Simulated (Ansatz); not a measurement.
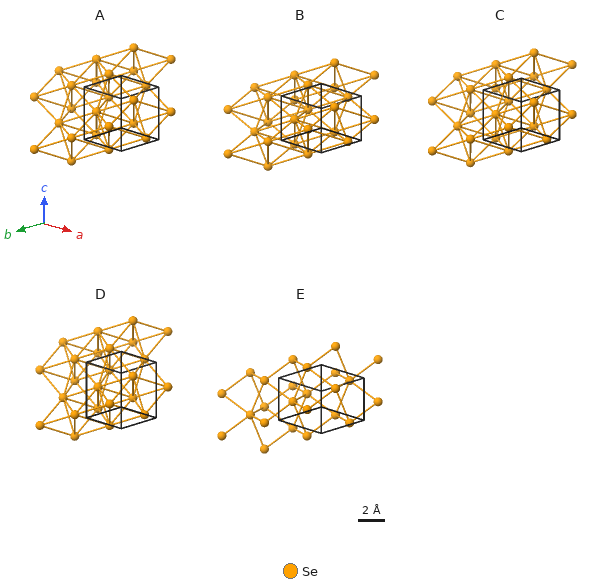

5 geometries from one relaxation of solid Se (a generated structure, set up in P6_3/mmc), in shuffled order. Style: ball-and-stick. Shown: the cell of the calculation, repeated 2 × 3 × 2 with one cell outlined, from a free direction.

Phase: hcp.

All numbers below come from DFT, BLYP, plane waves (420 eV) with PAW, scalar-relativistic in Ansatz. Settings: plane-wave cutoff 420 eV; k-point mesh 12 × 12 × 6; occupations fermi dirac; smearing width 0.1 eV; no spin polarisation; cell and atoms relaxed; force threshold 0.01 eV/Å; at most 60 steps.

Q: Order the frames from highest to lowest energy.

A: D, A, C, B, E. They are steps 0, 2, 3, 5, 11, at +431 meV per atom, +328 meV per atom, +229 meV per atom, +55.9 meV per atom relative to the last. The atoms keep their places relative to the cell (all moves are under 0.005 Å). The drawn cell changes as follows: a = b 3.136 → 3.831 Å (+22.2 %), c 5.121 → 3.895 Å (−24.0 %); the volume changes by +13.5 %. Among the contacts that change: Se–Se 3.136 → 3.831 Å, Se–Se 3.136 → 2.947 Å. The space group stays P6_3/mmc (No. 194). Over 9 accepted moves (11 points after the start) the energy falls by 431 meV per atom. All forces vanish by symmetry, so only the cell relaxes. The pressure goes from 2.83 to 0.02 GPa. At 2 points the geometry stayed and the basis and grid were re-selected for the new cell (energy shift of 9.5 meV per atom at most each time).
